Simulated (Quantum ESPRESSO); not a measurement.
**Run report: MgS, band-structure run (part 2 of 2)**

The same run, continued: MgS (P6₃mc, 4 atoms in the cell); Kohn-Sham DFT of a periodic cell, r2SCAN, SG15 PBE 1.2, no spin polarisation (Quantum ESPRESSO 7.5); cutoff 952.4 eV, 6×6×3 k-mesh, fermi-dirac of 0.05 eV. The structure derives from a Materials Project entry.

## Log, continued
```
   -73.7504 -73.7504 -38.5292 -38.5287 -38.5192 -38.5191 -38.5183 -38.5180
    -7.9673  -7.8357   0.3263   0.5336   1.6190   2.0390   2.2841   2.7585
     8.8528   9.5396  10.3225  11.0930  11.3919  12.4519  13.2797  13.9375

          k = 0.1749-0.3029 0.0000 (  6032 PWs)   bands (ev):

   -73.7504 -73.7502 -38.5299 -38.5280 -38.5188 -38.5185 -38.5181 -38.5176
    -8.3336  -7.8106   0.6451   1.3341   1.3354   2.2126   2.7099   2.9072
     9.3907  10.0340  10.2349  10.3902  11.5224  11.9300  13.0071  13.3511

          k = 0.1749-0.3029 0.2194 (  6036 PWs)   bands (ev):

   -73.7504 -73.7503 -38.5294 -38.5285 -38.5186 -38.5185 -38.5180 -38.5177
    -8.2109  -7.9501   0.6514   1.0534   1.9526   2.1550   2.5216   2.8374
     9.2219   9.7219  10.6686  10.6882  11.5491  12.1352  12.3287  13.3336

          k = 0.1749-0.3029-0.2194 (  6036 PWs)   bands (ev):

   -73.7504 -73.7503 -38.5294 -38.5285 -38.5186 -38.5185 -38.5180 -38.5177
    -8.2109  -7.9501   0.6514   1.0534   1.9526   2.1550   2.5216   2.8374
     9.2219   9.7219  10.6686  10.6882  11.5491  12.1352  12.3287  13.3336

          k = 0.1749-0.1010 0.0000 (  6021 PWs)   bands (ev):

   -73.7504 -73.7502 -38.5303 -38.5278 -38.5182 -38.5179 -38.5177 -38.5173
    -8.5634  -7.8961   0.2517   1.9392   2.3445   2.4797   3.0386   3.1565
     8.2413   9.3984  10.8698  11.3225  12.0786  12.1655  12.6298  12.7180

          k = 0.1749-0.1010 0.2194 (  6055 PWs)   bands (ev):

   -73.7504 -73.7504 -38.5296 -38.5284 -38.5181 -38.5178 -38.5177 -38.5174
    -8.4123  -8.0805   0.7275   1.7317   2.2298   2.6080   2.8022   2.8864
     8.8782   9.6265  10.6115  10.9317  11.6073  11.9979  12.5374  12.6188

          k = 0.1749-0.1010-0.2194 (  6055 PWs)   bands (ev):

   -73.7504 -73.7504 -38.5296 -38.5284 -38.5181 -38.5178 -38.5177 -38.5174
    -8.4123  -8.0805   0.7275   1.7317   2.2298   2.6080   2.8022   2.8864
     8.8782   9.6265  10.6115  10.9317  11.6073  11.9979  12.5374  12.6188

          k = 0.3498 0.2019 0.0000 (  6052 PWs)   bands (ev):

   -73.7505 -73.7502 -38.5297 -38.5281 -38.5191 -38.5187 -38.5181 -38.5175
    -8.2436  -7.7897   0.6823   0.9152   1.2938   2.1526   2.7688   2.8776
     8.8773   9.3520   9.8647  11.6146  11.6934  12.4463  12.6492  14.1675

          k = 0.3498 0.2019 0.2194 (  6058 PWs)   bands (ev):

   -73.7505 -73.7503 -38.5294 -38.5285 -38.5190 -38.5188 -38.5180 -38.5177
    -8.1351  -7.9083   0.4426   0.7809   1.8669   2.3130   2.6725   2.7173
     8.5735   9.1762  10.3958  10.9567  12.4011  12.4021  12.9823  13.8591

          k = 0.3498 0.2019-0.2194 (  6058 PWs)   bands (ev):

   -73.7505 -73.7503 -38.5294 -38.5285 -38.5190 -38.5188 -38.5180 -38.5177
    -8.1351  -7.9083   0.4426   0.7809   1.8669   2.3130   2.6725   2.7173
     8.5735   9.1762  10.3958  10.9567  12.4011  12.4021  12.9823  13.8591

          k = 0.3498 0.4039 0.0000 (  6040 PWs)   bands (ev):

   -73.7504 -73.7503 -38.5293 -38.5284 -38.5193 -38.5191 -38.5185 -38.5178
    -8.0344  -7.7718   0.5253   0.9586   1.3537   1.6620   2.3924   2.4188
     8.9898   9.5890  10.3393  11.4552  11.6179  12.5778  12.8565  14.5488

          k = 0.3498 0.4039 0.2194 (  6059 PWs)   bands (ev):

   -73.7504 -73.7504 -38.5292 -38.5287 -38.5192 -38.5191 -38.5183 -38.5180
    -7.9673  -7.8357   0.3263   0.5336   1.6190   2.0390   2.2841   2.7585
     8.8528   9.5396  10.3225  11.0930  11.3919  12.4519  13.2797  13.9376

          k = 0.3498 0.4039-0.2194 (  6059 PWs)   bands (ev):

   -73.7504 -73.7504 -38.5292 -38.5287 -38.5192 -38.5191 -38.5183 -38.5180
    -7.9673  -7.8357   0.3263   0.5336   1.6190   2.0390   2.2841   2.7585
     8.8528   9.5396  10.3225  11.0930  11.3919  12.4519  13.2797  13.9376

          k = 0.3498 0.6058 0.0000 (  6102 PWs)   bands (ev):

   -73.7506 -73.7506 -38.5288 -38.5288 -38.5191 -38.5191 -38.5190 -38.5182
    -7.8449  -7.8449   0.7629   1.0106   1.0106   1.8895   1.9258   1.9258
     8.5809  10.8000  11.2994  11.2994  11.9734  11.9734  13.3856  14.5043

          k = 0.3498 0.6058 0.2194 (  6054 PWs)   bands (ev):

   -73.7504 -73.7504 -38.5289 -38.5289 -38.5190 -38.5190 -38.5188 -38.5184
    -7.8401  -7.8401   0.5767   0.5767   0.9932   1.5441   2.5736   2.5736
     9.4252  10.0192  10.0192  10.6295  12.4210  12.4210  13.1553  13.9359

          k = 0.3498 0.6058-0.2194 (  6054 PWs)   bands (ev):

   -73.7504 -73.7504 -38.5289 -38.5289 -38.5190 -38.5190 -38.5188 -38.5184
    -7.8401  -7.8401   0.5767   0.5767   0.9932   1.5441   2.5736   2.5736
     9.4252  10.0192  10.0192  10.6295  12.4210  12.4210  13.1553  13.9359

          k = 0.3498-0.4039 0.0000 (  6040 PWs)   bands (ev):

   -73.7504 -73.7503 -38.5293 -38.5284 -38.5193 -38.5191 -38.5185 -38.5178
    -8.0344  -7.7718   0.5253   0.9586   1.3537   1.6620   2.3924   2.4188
     8.9898   9.5890  10.3393  11.4552  11.6179  12.5778  12.8565  14.5489

          k = 0.3498-0.4039 0.2194 (  6059 PWs)   bands (ev):

   -73.7504 -73.7504 -38.5292 -38.5287 -38.5192 -38.5191 -38.5183 -38.5180
    -7.9673  -7.8357   0.3263   0.5336   1.6190   2.0390   2.2841   2.7585
     8.8528   9.5396  10.3225  11.0930  11.3919  12.4519  13.2797  13.9375

          k = 0.3498-0.4039-0.2194 (  6059 PWs)   bands (ev):

   -73.7504 -73.7504 -38.5292 -38.5287 -38.5192 -38.5191 -38.5183 -38.5180
    -7.9673  -7.8357   0.3263   0.5336   1.6190   2.0390   2.2841   2.7585
     8.8528   9.5396  10.3225  11.0930  11.3919  12.4519  13.2797  13.9376

          k = 0.3498-0.2019 0.0000 (  6052 PWs)   bands (ev):

   -73.7505 -73.7502 -38.5297 -38.5281 -38.5191 -38.5187 -38.5181 -38.5175
    -8.2436  -7.7897   0.6823   0.9152   1.2938   2.1526   2.7688   2.8776
     8.8773   9.3520   9.8647  11.6146  11.6934  12.4463  12.6492  14.1675

          k = 0.3498-0.2019 0.2194 (  6058 PWs)   bands (ev):

   -73.7505 -73.7503 -38.5294 -38.5285 -38.5190 -38.5188 -38.5180 -38.5177
    -8.1351  -7.9083   0.4426   0.7809   1.8669   2.3130   2.6725   2.7173
     8.5735   9.1762  10.3958  10.9567  12.4011  12.4021  12.9823  13.8590

          k = 0.3498-0.2019-0.2194 (  6058 PWs)   bands (ev):

   -73.7505 -73.7503 -38.5294 -38.5285 -38.5190 -38.5188 -38.5180 -38.5177
    -8.1351  -7.9083   0.4426   0.7809   1.8669   2.3130   2.6725   2.7173
     8.5735   9.1762  10.3958  10.9567  12.4011  12.4021  12.9823  13.8592

          k = 0.3498 0.0000 0.0000 (  6032 PWs)   bands (ev):

   -73.7504 -73.7502 -38.5299 -38.5280 -38.5188 -38.5185 -38.5181 -38.5176
    -8.3336  -7.8106   0.6451   1.3341   1.3354   2.2126   2.7099   2.9072
     9.3907  10.0340  10.2349  10.3902  11.5224  11.9300  13.0071  13.3509

          k = 0.3498 0.0000 0.2194 (  6036 PWs)   bands (ev):

   -73.7504 -73.7503 -38.5294 -38.5285 -38.5186 -38.5185 -38.5180 -38.5177
    -8.2109  -7.9501   0.6514   1.0534   1.9526   2.1550   2.5216   2.8374
     9.2219   9.7219  10.6686  10.6882  11.5491  12.1352  12.3287  13.3336

          k = 0.3498 0.0000-0.2194 (  6036 PWs)   bands (ev):

   -73.7504 -73.7503 -38.5294 -38.5285 -38.5186 -38.5185 -38.5180 -38.5177
    -8.2109  -7.9501   0.6514   1.0534   1.9526   2.1550   2.5216   2.8374
     9.2219   9.7219  10.6686  10.6882  11.5491  12.1352  12.3287  13.3336

          k =-0.5246-0.3029 0.0000 (  6060 PWs)   bands (ev):

   -73.7504 -73.7504 -38.5293 -38.5284 -38.5196 -38.5192 -38.5183 -38.5176
    -8.0246  -7.7793   0.2502   0.8321   1.3864   2.0126   2.3464   2.7931
     8.5695   8.9826   9.7177  11.4222  12.2448  12.6764  13.0929  15.2778

          k =-0.5246-0.3029 0.2194 (  6054 PWs)   bands (ev):

   -73.7504 -73.7504 -38.5292 -38.5287 -38.5194 -38.5193 -38.5181 -38.5178
    -7.9613  -7.8384   0.0888   0.3640   2.0517   2.1833   2.5698   2.6208
     8.2419   8.7409  10.2994  10.6370  12.2756  12.6783  13.9130  14.4347

          k =-0.5246-0.1010 0.0000 (  6040 PWs)   bands (ev):

   -73.7504 -73.7503 -38.5293 -38.5284 -38.5193 -38.5191 -38.5185 -38.5178
    -8.0344  -7.7718   0.5253   0.9586   1.3537   1.6620   2.3924   2.4188
     8.9898   9.5890  10.3393  11.4552  11.6179  12.5778  12.8565  14.5488

          k =-0.5246-0.1010 0.2194 (  6059 PWs)   bands (ev):

   -73.7504 -73.7504 -38.5292 -38.5287 -38.5192 -38.5191 -38.5183 -38.5180
    -7.9673  -7.8357   0.3263   0.5336   1.6190   2.0390   2.2841   2.7585
     8.8528   9.5396  10.3225  11.0930  11.3919  12.4519  13.2797  13.9376

          k =-0.5246-0.1010-0.2194 (  6059 PWs)   bands (ev):

   -73.7504 -73.7504 -38.5292 -38.5287 -38.5192 -38.5191 -38.5183 -38.5180
    -7.9673  -7.8357   0.3263   0.5336   1.6190   2.0390   2.2841   2.7585
     8.8528   9.5396  10.3225  11.0930  11.3919  12.4519  13.2797  13.9375

          k =-0.5246 0.1010 0.0000 (  6040 PWs)   bands (ev):

   -73.7504 -73.7503 -38.5293 -38.5284 -38.5193 -38.5191 -38.5185 -38.5178
    -8.0344  -7.7718   0.5253   0.9586   1.3537   1.6620   2.3924   2.4188
     8.9898   9.5890  10.3393  11.4552  11.6179  12.5778  12.8565  14.5489

          k =-0.5246 0.1010 0.2194 (  6059 PWs)   bands (ev):

   -73.7504 -73.7504 -38.5292 -38.5287 -38.5192 -38.5191 -38.5183 -38.5180
    -7.9673  -7.8357   0.3263   0.5336   1.6190   2.0390   2.2841   2.7585
     8.8528   9.5396  10.3225  11.0930  11.3919  12.4519  13.2797  13.9375

          k =-0.5246 0.1010-0.2194 (  6059 PWs)   bands (ev):

   -73.7504 -73.7504 -38.5292 -38.5287 -38.5192 -38.5191 -38.5183 -38.5180
    -7.9673  -7.8357   0.3263   0.5336   1.6190   2.0390   2.2841   2.7585
     8.8528   9.5396  10.3225  11.0930  11.3919  12.4519  13.2797  13.9375

          k =-0.5246-0.9087 0.0000 (  6060 PWs)   bands (ev):

   -73.7504 -73.7504 -38.5293 -38.5284 -38.5196 -38.5192 -38.5183 -38.5176
    -8.0246  -7.7793   0.2502   0.8321   1.3864   2.0126   2.3464   2.7931
     8.5695   8.9826   9.7177  11.4222  12.2448  12.6764  13.0929  15.2779

          k =-0.5246-0.9087 0.2194 (  6054 PWs)   bands (ev):

   -73.7504 -73.7504 -38.5292 -38.5287 -38.5194 -38.5193 -38.5181 -38.5178
    -7.9613  -7.8384   0.0888   0.3640   2.0517   2.1833   2.5698   2.6208
     8.2419   8.7409  10.2994  10.6370  12.2756  12.6783  13.9130  14.4346

     the Fermi energy is     4.5243 ev

!    total energy              =    -258.91377906 Ry
     estimated scf accuracy    <          1.6E-09 Ry
     smearing contrib. (-TS)   =      -0.00000000 Ry
     internal energy E=F+TS    =    -258.91377906 Ry

     The total energy is F=E-TS. E is the sum of the following terms:
     one-electron contribution =    -168.69507424 Ry
     hartree contribution      =      81.51016118 Ry
     xc contribution           =     -37.35582668 Ry
     ewald contribution        =    -134.37303932 Ry

     convergence has been achieved in  10 iterations

     Forces acting on atoms (cartesian axes, Ry/au):

     atom    1 type  1   force =    -0.00000002    0.00000045   -0.00198922
     atom    2 type  1   force =    -0.00000006    0.00000025   -0.00199137
     atom    3 type  2   force =     0.00000067    0.00000018    0.00199060
     atom    4 type  2   force =    -0.00000058   -0.00000088    0.00198999

     Total force =     0.003981     Total SCF correction =     0.000017

     Computing stress (Cartesian axis) and pressure

          total   stress  (Ry/bohr**3)                   (kbar)     P=        3.36
   0.00002965  -0.00000000   0.00000000            4.36       -0.00        0.00
  -0.00000000   0.00002965  -0.00000000           -0.00        4.36       -0.00
   0.00000000  -0.00000000   0.00000914            0.00       -0.00        1.34

=------------------------------------------------------------------------------=
   JOB DONE.
=------------------------------------------------------------------------------=
```

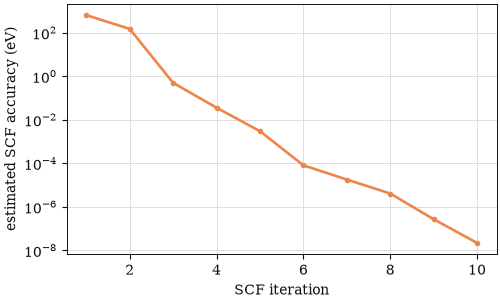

**Figure 1.** Convergence of the self-consistent field: estimated SCF accuracy against the iteration. The field takes 10 iterations in all.

The run was set up as follows.

## Input file
```
&CONTROL
  calculation = 'scf'
  prefix = 'pwscf'
  outdir = './tmp'
  pseudo_dir = './pseudo'
  tprnfor = .true.
  tstress = .true.
  disk_io = 'low'
/
&SYSTEM
  ibrav = 0
  celldm(1) = 8
  nat = 4
  ntyp = 2
  ecutwfc = 70
  nbnd = 24
  input_dft = 'r2scan'
  occupations = 'smearing'
  smearing = 'fd'
  degauss = 0.00367493
  nosym = .true.
/
&ELECTRONS
  conv_thr = 1d-08
  electron_maxstep = 120
  mixing_beta = 0.5
/
ATOMIC_SPECIES
S     32.0600 S_ONCV_PBE-1.2.upf
Mg    24.3050 Mg_ONCV_PBE-1.2.upf
CELL_PARAMETERS alat
  0.9530414206413   0.0000000000000   0.0000000000000
 -0.4765207103207   0.8253580811420   0.0000000000000
  0.0000000000000   0.0000000000000   1.5194092941530
ATOMIC_POSITIONS crystal
S      0.6666666667    0.3333333333    0.8792441500
S      0.3333333333    0.6666666667    0.3792441500
Mg     0.3333333333    0.6666666667    0.9957548500
Mg     0.6666666667    0.3333333333    0.4957548500
K_POINTS automatic
6 6 3 0 0 0
```

## File bands.in
```
&CONTROL
  calculation = 'bands'
  prefix = 'pwscf'
  outdir = './tmp'
  pseudo_dir = './pseudo'
  disk_io = 'low'
  verbosity = 'high'
/
&SYSTEM
  ibrav = 0
  celldm(1) = 8
  nat = 4
  ntyp = 2
  ecutwfc = 70
  nbnd = 24
  input_dft = 'r2scan'
  occupations = 'smearing'
  smearing = 'fd'
  degauss = 0.00367493
  nosym = .true.
/
&ELECTRONS
  conv_thr = 1d-08
  electron_maxstep = 120
  mixing_beta = 0.5
  diago_full_acc = .true.
  startingwfc = 'random'
/
ATOMIC_SPECIES
S     32.0600 S_ONCV_PBE-1.2.upf
Mg    24.3050 Mg_ONCV_PBE-1.2.upf
CELL_PARAMETERS alat
  0.9530414206413   0.0000000000000   0.0000000000000
 -0.4765207103207   0.8253580811420   0.0000000000000
  0.0000000000000   0.0000000000000   1.5194092941530
ATOMIC_POSITIONS crystal
S      0.6666666667    0.3333333333    0.8792441500
S      0.3333333333    0.6666666667    0.3792441500
Mg     0.3333333333    0.6666666667    0.9957548500
Mg     0.6666666667    0.3333333333    0.4957548500
K_POINTS crystal
60
 0.0000000000  0.0000000000  0.0000000000 1
 0.0714285714  0.0000000000  0.0000000000 1
 0.1428571429  0.0000000000  0.0000000000 1
 0.2142857143  0.0000000000  0.0000000000 1
 0.2857142857  0.0000000000  0.0000000000 1
 0.3571428571  0.0000000000  0.0000000000 1
 0.4285714286  0.0000000000  0.0000000000 1
 0.5000000000  0.0000000000  0.0000000000 1
 0.4583333333  0.0833333333  0.0000000000 1
 0.4166666667  0.1666666667  0.0000000000 1
 0.3750000000  0.2500000000  0.0000000000 1
 0.3333333333  0.3333333333  0.0000000000 1
 0.2962962963  0.2962962963  0.0000000000 1
 0.2592592593  0.2592592593  0.0000000000 1
 0.2222222222  0.2222222222  0.0000000000 1
 0.1851851852  0.1851851852  0.0000000000 1
 0.1481481481  0.1481481481  0.0000000000 1
 0.1111111111  0.1111111111  0.0000000000 1
 0.0740740741  0.0740740741  0.0000000000 1
 0.0370370370  0.0370370370  0.0000000000 1
 0.0000000000  0.0000000000  0.0000000000 1
 0.0000000000  0.0000000000  0.1250000000 1
 0.0000000000  0.0000000000  0.2500000000 1
 0.0000000000  0.0000000000  0.3750000000 1
 0.0000000000  0.0000000000  0.5000000000 1
 0.0625000000  0.0000000000  0.5000000000 1
 0.1250000000  0.0000000000  0.5000000000 1
 0.1875000000  0.0000000000  0.5000000000 1
 0.2500000000  0.0000000000  0.5000000000 1
 0.3125000000  0.0000000000  0.5000000000 1
 0.3750000000  0.0000000000  0.5000000000 1
 0.4375000000  0.0000000000  0.5000000000 1
 0.5000000000  0.0000000000  0.5000000000 1
 0.4666666667  0.0666666667  0.5000000000 1
 0.4333333333  0.1333333333  0.5000000000 1
 0.4000000000  0.2000000000  0.5000000000 1
 0.3666666667  0.2666666667  0.5000000000 1
 0.3333333333  0.3333333333  0.5000000000 1
 0.3030303030  0.3030303030  0.5000000000 1
 0.2727272727  0.2727272727  0.5000000000 1
 0.2424242424  0.2424242424  0.5000000000 1
 0.2121212121  0.2121212121  0.5000000000 1
 0.1818181818  0.1818181818  0.5000000000 1
 0.1515151515  0.1515151515  0.5000000000 1
 0.1212121212  0.1212121212  0.5000000000 1
 0.0909090909  0.0909090909  0.5000000000 1
 0.0606060606  0.0606060606  0.5000000000 1
 0.0303030303  0.0303030303  0.5000000000 1
 0.0000000000  0.0000000000  0.5000000000 1
 0.5000000000  0.0000000000  0.5000000000 1
 0.5000000000  0.0000000000  0.4000000000 1
 0.5000000000  0.0000000000  0.3000000000 1
 0.5000000000  0.0000000000  0.2000000000 1
 0.5000000000  0.0000000000  0.1000000000 1
 0.5000000000  0.0000000000  0.0000000000 1
 0.3333333333  0.3333333333  0.0000000000 1
 0.3333333333  0.3333333333  0.1250000000 1
 0.3333333333  0.3333333333  0.2500000000 1
 0.3333333333  0.3333333333  0.3750000000 1
 0.3333333333  0.3333333333  0.5000000000 1
```

Run as:
```bash
OMP_NUM_THREADS=1 mpirun -n 2 pw.x -nk 2 -in pw.in > pw.out
OMP_NUM_THREADS=1 mpirun -n 2 pw.x -nk 2 -in bands.in > bands.out
```

## Results in brief

```tsv
quantity	value
outcome	converged
space group (tolerance 0.01 Å)	P6₃mc (186)
electrons treated	32
free energy	−3522.7014 eV
Fermi energy of the self-consistent step	4.524 eV
gap on the k-point mesh	4.04 eV
gap on the band path	4.04 eV
pressure	0.34 GPa
largest force (length of the vector)	0.051 eV/Å
hardware	2 threads of Intel Xeon (Granite Rapids), 64 GiB of memory available, shared host
wall time	4.6 min (CPU time 9.3 min)
peak memory	0.36 GiB
```

Further notes kept with the run: potentials made for another functional. Points of doubt noted for this run: potentials made for another functional.
